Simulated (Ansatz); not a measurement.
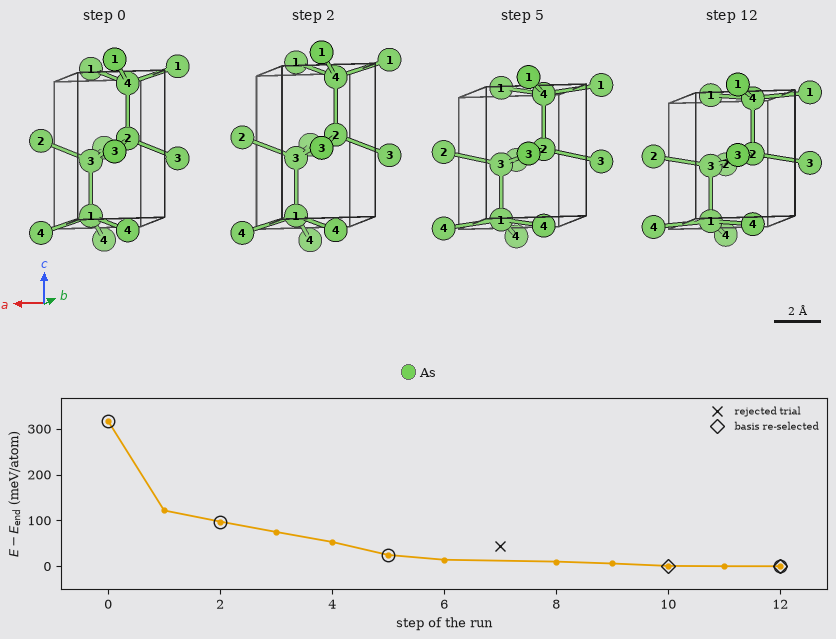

Frames of a relaxation of solid As (a generated structure, set up in P6_3/mmc) (coarse preliminary run), marked on the history of the run. Style: ball-and-stick. Shown: the cell of the calculation, from a free direction.

Case: Ge → As on all its sites, cell and atoms relaxed.

Level of theory: DFT PBEsol, scalar-relativistic, plane waves, PAW (Ansatz 0.2.0). Set-up: plane-wave cutoff 420 eV; k-point mesh 6 × 6 × 4; occupations gaussian; smearing width 0.1 eV; no spin polarisation; cell and atoms relaxed; force threshold 0.05 eV/Å; at most 60 steps.

Describe the path.

The energy falls by 317 meV per atom in 9 accepted moves (12 points after the start). The largest force component goes from 0.33 to 0.0021 eV/Å. Pressure: 15.94 GPa at the start and 0.08 GPa at the end. The line search rejected the trial step at point 7 of the run. At 2 points the geometry stayed and the basis and grid were re-selected for the new cell (energy shift of 5.3 meV per atom at most each time). The largest moves relative to the cell, 0.19 Å, are those of As1, As2, As3 and As4. As2 goes along −c. Cell: a = b 3.975 → 4.551 Å (+14.5 %), c 6.560 → 5.617 Å (−14.4 %). Volume +12.2 %. Some distances before and after: As1–As3 4.105 → 3.145 Å, As1–As4 2.439 → 2.649 Å, As1–As3 (another image) 2.455 → 2.472 Å. Bond angles that change, for instance: As3–As1–As4 109.8° → 97.3°, As4–As1–As4 109.2° → 118.4°. The space group stays P6_3/mmc (No. 194). From step 0 to 2: volume +20.7 %, energy −220 meV per atom. From step 2 to 5: As atoms move most (0.13 Å), volume −1.2 %, energy −72.9 meV per atom. From step 5 to 12: As atoms move most (0.06 Å), volume −5.9 %, energy −24.7 meV per atom.

```
step  E − E(0), meV/atom  largest force component, eV/Å  pressure, GPa  volume, Å³/atom                      note
   0                0.00                         0.3269          15.94           22.440                          
   1             -195.34                         0.1168           3.70           25.801                          
   2             -219.65                         0.0535           0.64           27.085                          
   3             -242.27                         0.1571          -2.32           28.176                          
   4             -264.11                         0.0507          -3.14           27.935                          
   5             -292.51                         0.1126          -2.35           26.768                          
   6             -303.03                         0.3451           0.09           25.238                          
   7             -273.72                         0.2144           4.68           23.856                  rejected
   8             -307.06                         0.1866          -0.87           24.922                          
   9             -311.19                         0.0059           0.26           24.898                          
  10             -316.47                         0.0056           0.64           24.898  same geometry, new basis
  11             -317.12                         0.0022           0.08           25.183                          
  12             -317.16                         0.0021           0.08           25.183  same geometry, new basis
```
